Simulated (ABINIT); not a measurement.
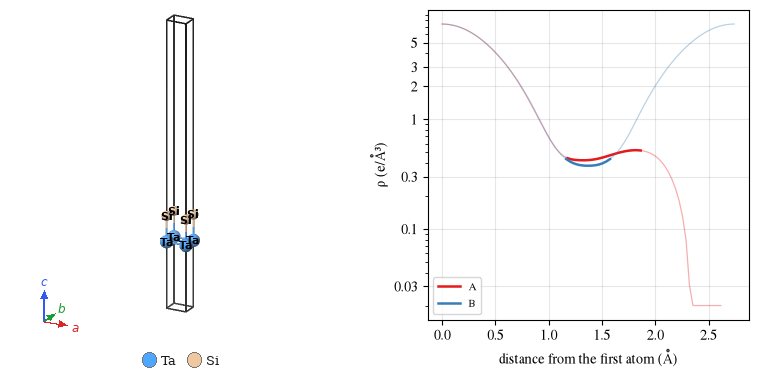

*TaSi. Valence electron density along straight lines between neighbouring atoms. Thin, pale parts lie inside the atomic spheres. The structure is drawn too.*

Method: Kohn-Sham DFT of a periodic cell, PBE, JTH PAW PBE v2.0 in ABINIT.

The density is the valence pseudo-density of a PAW calculation; it isn't the true density close to the nuclei.

```
CELL_PARAMETERS angstrom
2.73859 0.00000 0.00000
-1.36929 2.37169 0.00000
0.00000 0.00000 29.01702
ATOMIC_POSITIONS crystal
Ta 0.00000 0.00000 0.23066
Si 0.00000 0.00000 0.32074
```

### Which curve belongs to which contact (Ta–Si and Ta–Ta)? The first atom named is at distance zero.

Curve A: Ta–Si (2.61 Å): the density is about 0.42 e/Å³ at the midpoint. Curve B: Ta–Ta (2.74 Å): ρ at the midpoint is about 0.38 e/Å³.
